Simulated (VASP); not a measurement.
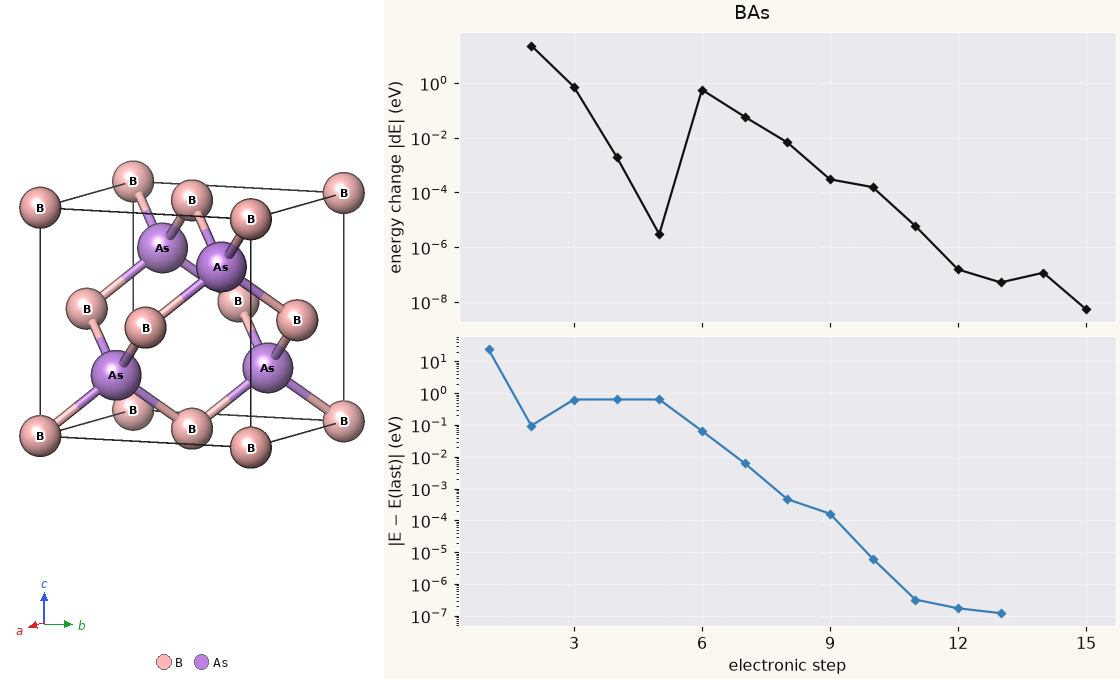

Beside the plot: the structure in its conventional cell.

The plot shows the electronic steps of a calculation: energy change |dE|, distance of the free energy from its last value. Energy differences below 3 × 10⁻⁸ eV aren't drawn. Only the ground-state loop is drawn, not the response loops behind it.

- system: BAs (F-43m, 2 atoms in the cell)
- method: DFT, PBE, plane waves, PAW (VASP); cutoff 520 eV, 12×12×12 k-mesh, Gaussian smearing of 0.01 eV

How did this run end?

The run converged; it took 15 steps. The energy change falls unevenly and jumps up by a factor of two or more twice on the way down, most sharply at step 6 (by about 5 orders of magnitude). The jump at step 6 comes where the charge density, held fixed for the first 5 steps, starts to be updated.
